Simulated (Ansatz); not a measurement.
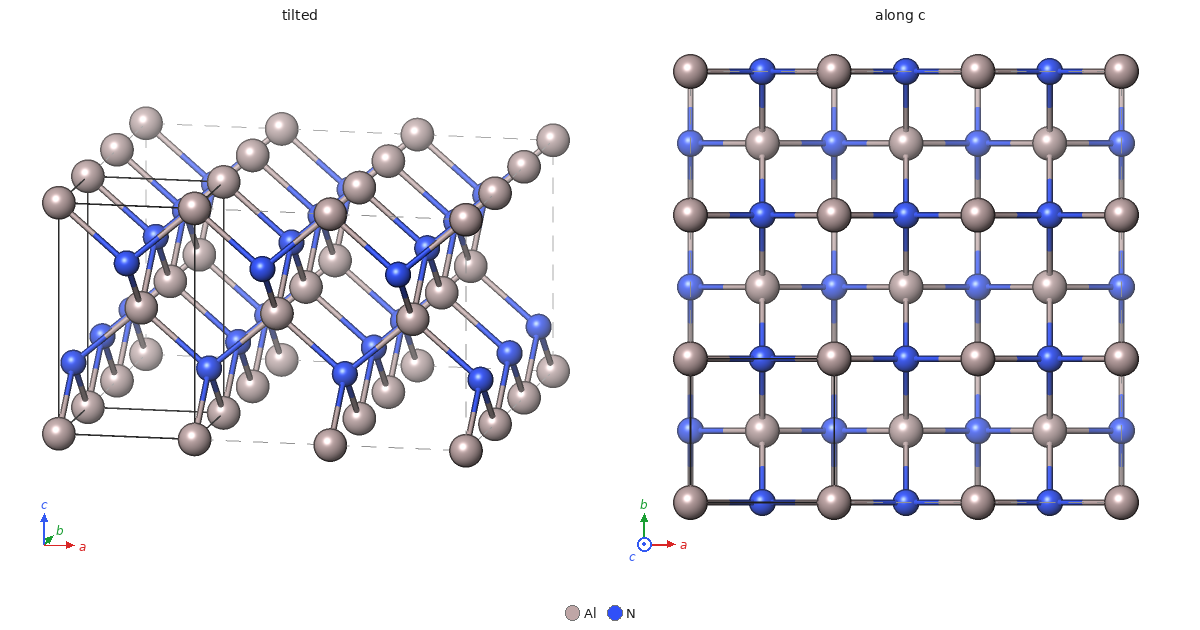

Shown here is a ball-and-stick view of the crystal, taken slightly off an axis and along the c axis. The solid box is one conventional unit cell, and 3×3×1 cells are shown. Cell: a = 2.907 Å, b = 2.907 Å, c = 4.933 Å, α = 90.00°, β = 90.00°, γ = 90.00°.

Describe this structure.

It has the composition AlN. Space group I-4m2 (No. 119), lattice body-centred tetragonal. In the cell are 2 Al, 2 N, which makes 2 formula units. About every Al there are four N in a distorted tetrahedral arrangement at about 1.9 Å. Around each N lie four Al in a distorted tetrahedral arrangement at about 1.9 Å. The bonds build a three-dimensional framework.

Starting structure: a structure listed in the Materials Project. The cell was then strained or its atoms displaced on purpose. A calculation with Ansatz used it as input.
